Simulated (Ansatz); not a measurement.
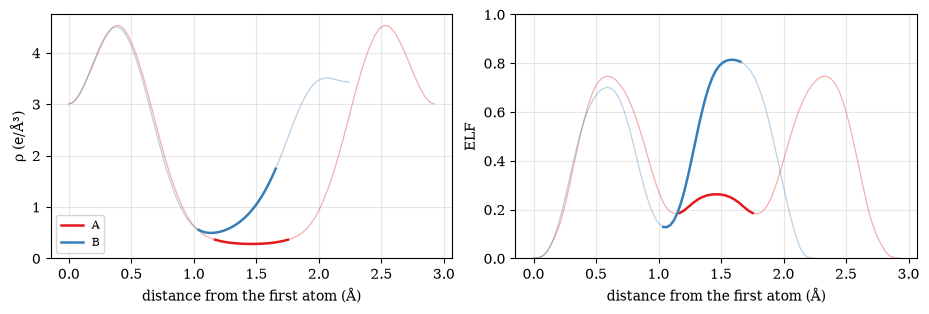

Figure 1: TaN. Valence charge density (pseudo) and ELF along straight lines between neighbouring atoms. Thin, pale parts lie inside the atomic spheres.

Space group P6₃/mmc; a structure from a database of computed crystals, not necessarily the ambient phase; computed pressure about −6 GPa in this cell.

Level of theory: DFT, r2SCAN, PAW with Ansatz's default frozen-core files, scalar-relativistic (Ansatz).

The density is the valence pseudo-density of a PAW calculation; it isn't the true density close to the nuclei.

```cif
data_structure
_symmetry_space_group_name_H-M 'P 1'
_symmetry_Int_Tables_number 1
_cell_length_a 2.9218
_cell_length_b 2.9218
_cell_length_c 5.9165
_cell_angle_alpha 90.000
_cell_angle_beta 90.000
_cell_angle_gamma 120.000
_cell_volume 43.74
loop_
_atom_site_label
_atom_site_type_symbol
_atom_site_fract_x
_atom_site_fract_y
_atom_site_fract_z
_atom_site_occupancy
Ta1 Ta 0.00000 0.00000 0.00000 1
Ta2 Ta 0.00000 0.00000 0.50000 1
N1 N 0.66667 0.33333 0.75000 1
N2 N 0.33333 0.66667 0.25000 1
```

**Which curve belongs to which contact (Ta–N and Ta–Ta)? The first atom named is at distance zero.**

Curve A: Ta–Ta (2.92 Å): ρ at the midpoint is about 0.28 e/Å³; the ELF is about 0.25 at the midpoint (no shared electron pair shows on this line). Curve B: Ta–N (2.24 Å): the density is about 0.5 e/Å³ at the midpoint; the ELF peaks at about 0.80 in the valence shell of N, 0.6 Å from its nucleus, and is about 0.15 at the midpoint (no localised pair shows between them).
